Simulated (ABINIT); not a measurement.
## Band-structure run of C (part 1 of 4)

System: C (4 atoms in the cell).
Method: Kohn-Sham DFT of a periodic cell, AM05, JTH PAW PBE v2.0, no spin polarisation (ABINIT 10.8.3).

The structure derives from an entry of the Crystallography Open Database.

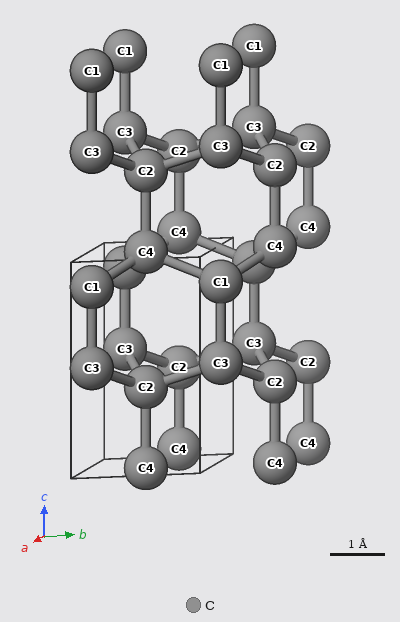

Fig. 1: The structure as given in the input (ball-and-stick view of the cell of the calculation, repeated 2 × 2 × 2, seen slightly off an axis; atoms are numbered from 1 in the order of the input). Near neighbours in the crystal (not all of them lie inside the picture): C has 4 C at 1.54 Å.

### Input file
```
ndtset 2

pp_dirpath "./"
pseudos "C.GGA_PBE-JTH.xml"

acell 2.5221 2.5221 4.1186 Angstrom
rprim
     1.0000000000     0.0000000000     0.0000000000
    -0.5000000000     0.8660254038     0.0000000000
     0.0000000000     0.0000000000     1.0000000000
ntypat 1
znucl 6
natom 4
typat 1 1 1 1
xcart
     2.3830391297     1.3758482828     7.2965868908
    -0.0000000002     2.7516965659     3.4050738824
     2.3830391297     1.3758482828     4.3779521345
    -0.0000000002     2.7516965659     0.4864391261

ecut 20.0
pawecutdg 40.0

ixc -120135

occopt 3
tsmear 0.05 eV

nstep 100

iomode 3
prtwf 0
prteig 0
prtebands 0
prtden1 1

kptopt1 1
ngkpt1 12 12 7
nshiftk1 1
shiftk1 0.0 0.0 0.0
nband1 12
tolvrs1 1.0e-9

iscf2 -2
getden2 1
nband2 16
nbdbuf2 2
tolwfr2 1.0e-12
kptopt2 -7
ndivsm2 5
prteig2 1
prtvol2 -3
kptbounds2
     0.0000000000     0.0000000000     0.0000000000
     0.5000000000     0.0000000000     0.0000000000
     0.3333333333     0.3333333333     0.0000000000
     0.0000000000     0.0000000000     0.0000000000
     0.0000000000     0.0000000000     0.5000000000
     0.5000000000     0.0000000000     0.5000000000
     0.3333333333     0.3333333333     0.5000000000
     0.0000000000     0.0000000000     0.5000000000
```

Command:
```bash
abinit run.abi > log 2>&1
```

### What the program printed
```
.Version 10.8.3 of ABINIT
 DATASET    1 : space group P6_3/m m c (#194); Bravais hP (primitive hexag.)
================================================================================
 Values of the parameters that define the memory need for DATASET  1.
     intxc =       0    ionmov =       0      iscf =      17    lmnmax =       8
     lnmax =       4     mgfft =      32  mpssoang =       2    mqgrid =    3001
     natom =       4  nloc_mem =       2    nspden =       1   nspinor =       1
    nsppol =       1      nsym =      24    n1xccc =       1    ntypat =       1
    occopt =       3   xclevel =       2
       mpw =         662          nfft =       12800          nkpt =          76
 PAW method is used; the additional fine FFT grid is defined by:
   mgfftf=        48    nfftf =     43200
================================================================================
================================================================================

 DATASET    2 : space group P6_3/m m c (#194); Bravais hP (primitive hexag.)
================================================================================
 Values of the parameters that define the memory need for DATASET  2.
     intxc =       0    ionmov =       0      iscf =      -2    lmnmax =       8
     lnmax =       4     mgfft =      32  mpssoang =       2    mqgrid =    3001
     natom =       4  nloc_mem =       2    nspden =       1   nspinor =       1
    nsppol =       1      nsym =      24    n1xccc =       1    ntypat =       1
    occopt =       3   xclevel =       2
       mpw =         671          nfft =       12800          nkpt =          56
 PAW method is used; the additional fine FFT grid is defined by:
   mgfftf=        48    nfftf =     43200
================================================================================
================================================================================

--------------------------------------------------------------------------------
------------- Echo of variables that govern the present computation ------------
--------------------------------------------------------------------------------
 -outvars: echo values of preprocessed input variables --------
            acell      4.7660782622E+00  4.7660782622E+00  7.7830260222E+00 Bohr
              amu      1.20110000E+01
             ecut      2.00000000E+01 Hartree
           getden1          0
           getden2          1
             iscf1         17
             iscf2         -2
              ixc     -120135
           jdtset        1    2
           kptopt1          1
           kptopt2         -7
         kptrlatt       12    0    0      0   12    0      0    0    7
          kptrlen1     5.44811822E+01
          kptrlen2     3.00000000E+01
            natom           4
            nband1         12
            nband2         16
           nbdbuf1          0
           nbdbuf2          2
           ndtset           2
           ndivsm1          0
           ndivsm2          5
            ngfft          20      20      32
          ngfftdg          30      30      48
             nkpt1         76
             nkpt2         56
            nstep         100
             nsym          24
           ntypat           1
           occopt           3
        pawecutdg      4.00000000E+01 Hartree
         pawxcdev           0
        prtebands           0
           prteig1          0
           prteig2          1
           prtvol1          0
           prtvol2         -3
            prtwf           0
            rprim      1.0000000000E+00  0.0000000000E+00  0.0000000000E+00
                      -5.0000000000E-01  8.6602540380E-01  0.0000000000E+00
                       0.0000000000E+00  0.0000000000E+00  1.0000000000E+00
           shiftk1     0.00000000E+00  0.00000000E+00  0.00000000E+00
           shiftk2     5.00000000E-01  5.00000000E-01  5.00000000E-01
          spgroup         194
           tolvrs1     1.00000000E-09
           tolvrs2     0.00000000E+00
           tolwfr1     0.00000000E+00
           tolwfr2     1.00000000E-12
           tsmear      1.83746611E-03 Hartree
            typat      1  1  1  1
           useylm           1
           xangst      1.2610499996E+00  7.2806755623E-01  3.8611874981E+00
                      -4.1699370683E-10  1.4561351132E+00  1.8018874981E+00
                       1.2610499996E+00  7.2806755623E-01  2.3167124991E+00
                      -4.1699370683E-10  1.4561351132E+00  2.5741249914E-01
            xcart      2.3830391303E+00  1.3758482824E+00  7.2965868921E+00
                      -7.8800390213E-10  2.7516965663E+00  3.4050738811E+00
                       2.3830391303E+00  1.3758482824E+00  4.3779521358E+00
                      -7.8800390213E-10  2.7516965663E+00  4.8643912476E-01
             xred      6.6666666633E-01  3.3333333299E-01  9.3749999953E-01
                       3.3333333300E-01  6.6666666632E-01  4.3749999953E-01
                       6.6666666633E-01  3.3333333299E-01  5.6249999979E-01
                       3.3333333300E-01  6.6666666632E-01  6.2499999791E-02
            znucl        6.00000

================================================================================

 chkinp: Checking input parameters for consistency, jdtset=   1.

 chkinp: Checking input parameters for consistency, jdtset=   2.

================================================================================
== DATASET  1 ==================================================================

--- !DatasetInfo
iteration_state: {dtset: 1, }
dimensions: {natom: 4, nkpt: 76, mband: 12, nsppol: 1, nspinor: 1, nspden: 1, mpw: 662, }
cutoff_energies: {ecut:  20.0, pawecutdg:  40.0, }
electrons: {nelect:   1.60000000E+01, charge:   0.00000000E+00, occopt:   3.00000000E+00, tsmear:   1.83746611E-03, }
meta: {optdriver: 0, ionmov: 0, optcell: 0, iscf: 17, paral_kgb: 0, }
...

 Real(R)+Recip(G) space primitive vectors, cartesian coordinates (Bohr,Bohr^-1):
 R(1)=  4.7660783  0.0000000  0.0000000  G(1)=  0.2098161  0.1211374  0.0000000
 R(2)= -2.3830391  4.1275449  0.0000000  G(2)=  0.0000000  0.2422748  0.0000000
 R(3)=  0.0000000  0.0000000  7.7830260  G(3)=  0.0000000  0.0000000  0.1284847
 Unit cell volume ucvol=  1.5310926E+02 bohr^3
 Angles (23,13,12)=  9.00000000E+01  9.00000000E+01  1.20000000E+02 degrees

 Coarse grid specifications (used for wave-functions):

 getcut: wavevector=  0.0000  0.0000  0.0000  ngfft=  20  20  32
         ecut(hartree)=     20.000   => boxcut(ratio)=   2.04231

 Fine grid specifications (used for densities):

 getcut: wavevector=  0.0000  0.0000  0.0000  ngfft=  30  30  48
         ecut(hartree)=     40.000   => boxcut(ratio)=   2.16620

--- Pseudopotential description ------------------------------------------------
- pspini: atom type   1  psp file is ./C.GGA_PBE-JTH.xml
 Pseudopotential format is: paw10
 basis_size (lnmax)=  4 (lmn_size=  8), orbitals=   0   0   1   1
 Spheres core radius: rc_sph= 1.50736703
 Shapefunction is SIN type: shapef(r)=[sin(pi*r/rshp)/(pi*r/rshp)]**2
 Radius for shape functions =  1.30052589
 Compensation charge density is not taken into account in XC energy/potential

   2.79953365E+02                                ecore*ucvol(ha*bohr**3)
--------------------------------------------------------------------------------

================================================================================

--- !BeginCycle
iteration_state: {dtset: 1, }
solver: {iscf: 17, nstep: 100, nline: 4, wfoptalg: 10, }
tolerances: {tolvrs: 1.00E-09, }
...

     iter   Etot(hartree)      deltaE(h)  residm     nres2
 ETOT  1  -22.833003724376    -2.283E+01 1.634E-01 1.626E+01
 ETOT  2  -22.841906968141    -8.903E-03 6.008E-03 1.842E+00
 ETOT  3  -22.838151379018     3.756E-03 1.879E-03 3.014E-02
 ETOT  4  -22.838326153589    -1.748E-04 2.266E-03 2.120E-03
 ETOT  5  -22.838324052197     2.101E-06 5.294E-04 1.765E-04
 ETOT  6  -22.838324543750    -4.916E-07 5.799E-04 5.291E-07
 ETOT  7  -22.838324546808    -3.057E-09 2.608E-04 4.827E-08
 ETOT  8  -22.838324546944    -1.368E-10 6.230E-04 3.585E-10

 At SCF step    8       nres2   =  3.59E-10 < tolvrs=  1.00E-09 =>converged.

 Cartesian components of stress tensor (hartree/bohr^3)
  sigma(1 1)=  4.54820925E-04  sigma(3 2)=  0.00000000E+00
  sigma(2 2)=  4.54820925E-04  sigma(3 1)=  0.00000000E+00
  sigma(3 3)= -3.91445386E-04  sigma(2 1)=  0.00000000E+00

--- !ResultsGS
iteration_state: {dtset: 1, }
comment   : Summary of ground state results
lattice_vectors:
- [  4.7660783,   0.0000000,   0.0000000, ]
- [ -2.3830391,   4.1275449,   0.0000000, ]
- [  0.0000000,   0.0000000,   7.7830260, ]
lattice_lengths: [   4.76608,    4.76608,    7.78303, ]
lattice_angles: [ 90.000,  90.000, 120.000, ] # degrees, (23, 13, 12)
lattice_volume:   1.5310926E+02
convergence: {deltae: -1.368E-10, res2:  3.585E-10, residm:  6.230E-04, diffor: null, }
etotal    :  -2.28383245E+01
entropy   :   0.00000000E+00
fermie    :   4.43671993E-01
cartesian_stress_tensor: # hartree/bohr^3
- [  4.54820925E-04,   0.00000000E+00,   0.00000000E+00, ]
- [  0.00000000E+00,   4.54820925E-04,   0.00000000E+00, ]
- [  0.00000000E+00,   0.00000000E+00,  -3.91445386E-04, ]
pressure_GPa:  -5.0820E+00
xred      :
- [  6.6667E-01,   3.3333E-01,   9.3750E-01,  C]
- [  3.3333E-01,   6.6667E-01,   4.3750E-01,  C]
- [  6.6667E-01,   3.3333E-01,   5.6250E-01,  C]
- [  3.3333E-01,   6.6667E-01,   6.2500E-02,  C]
cartesian_forces: # hartree/bohr
- [ -3.38976207E-28,  -6.52360015E-29,  -5.06444234E-04, ]
- [  1.12992069E-28,  -3.26180008E-28,  -5.06444234E-04, ]
- [ -7.90944484E-28,   1.23948403E-27,   5.06444234E-04, ]
- [  1.01692862E-27,  -8.48068020E-28,   5.06444234E-04, ]
force_length_stats: {min:   5.06444234E-04, max:   5.06444234E-04, mean:   5.06444234E-04, }
...

 Integrated electronic density in atomic spheres:
 ------------------------------------------------
 Atom  Sphere_radius  Integrated_density
    1        1.50737          2.64734563
    2        1.50737          2.64734563
    3        1.50737          2.64734563
    4        1.50737          2.64734563

================================================================================

 ----iterations are completed or convergence reached----

 Mean square residual over all n,k,spin=   19.095E-07; max=  62.301E-05
 reduced coordinates (array xred) for    4 atoms
       0.666666666330      0.333333332991      0.937499999533
       0.333333332997      0.666666666325      0.437499999533
       0.666666666330      0.333333332991      0.562499999791
       0.333333332997      0.666666666325      0.062499999791
 rms dE/dt=  2.2757E-03; max dE/dt=  3.9417E-03; dE/dt below (all hartree)
    1      -0.000000000000     -0.000000000000      0.003941668649
    2      -0.000000000000      0.000000000000      0.003941668649
    3       0.000000000000     -0.000000000000     -0.003941668649
    4      -0.000000000000      0.000000000000     -0.003941668649

 cartesian coordinates (angstrom) at end:
    1      1.26104999958301     0.72806755622783     3.86118749807506
    2     -0.00000000041699     1.45613511320249     1.80188749807506
    3      1.26104999958301     0.72806755622783     2.31671249913946
    4     -0.00000000041699     1.45613511320249     0.25741249913946

 cartesian forces (hartree/bohr) at end:
    1     -0.00000000000000    -0.00000000000000    -0.00050644423364
    2      0.00000000000000    -0.00000000000000    -0.00050644423364
    3     -0.00000000000000     0.00000000000000     0.00050644423364
    4      0.00000000000000    -0.00000000000000     0.00050644423364
 frms,max,avg= 2.9239571E-04 5.0644423E-04   0.000E+00  0.000E+00  0.000E+00 h/b

 cartesian forces (eV/Angstrom) at end:
    1     -0.00000000000000    -0.00000000000000    -0.02604240957275
    2      0.00000000000000    -0.00000000000000    -0.02604240957275
    3     -0.00000000000000     0.00000000000000     0.02604240957275
    4      0.00000000000000    -0.00000000000000     0.02604240957275
 frms,max,avg= 1.5035592E-02 2.6042410E-02   0.000E+00  0.000E+00  0.000E+00 e/A
 length scales=  4.766078262152  4.766078262152  7.783026022164 bohr
              =  2.522100000000  2.522100000000  4.118600000000 angstroms
 Fermi (or HOMO) energy (hartree) =   0.44367   Average Vxc (hartree)=  -0.49625
 Eigenvalues (hartree) for nkpt=  76  k points:
 kpt#   1, nband= 12, wtk=  0.00099, kpt=  0.0000  0.0000  0.0000 (reduced coord)
  -0.41460   -0.19780   -0.11947    0.26605    0.26605    0.37050    0.38753    0.38753
   0.55897    0.55897    0.59905    0.66829
      occupation numbers for kpt#   1
   2.00000    2.00000    2.00000    2.00000    2.00000    2.00000    2.00000    2.00000
   0.00000    0.00000    0.00000    0.00000
 prteigrs : prtvol=0 or 1, do not print more k-points.

--- !EnergyTerms
iteration_state     : {dtset: 1, }
comment             : Components of total free energy in Hartree
kinetic             :  1.37983006465348E+01
hartree             :  1.93660570599830E+00
xc                  : -8.53364545680339E+00
Ewald energy        : -2.55367483014385E+01
psp_core            :  1.82845483873698E+00
local_psp           : -9.34279124810472E+00
PAW spherical_terms :  3.01148642946709E+00
internal            : -2.28383373856094E+01
'-kT*entropy'       :  1.25327081198538E-15
total_energy        : -2.28383373856094E+01
total_energy_eV     : -6.21462819815845E+02
...
```
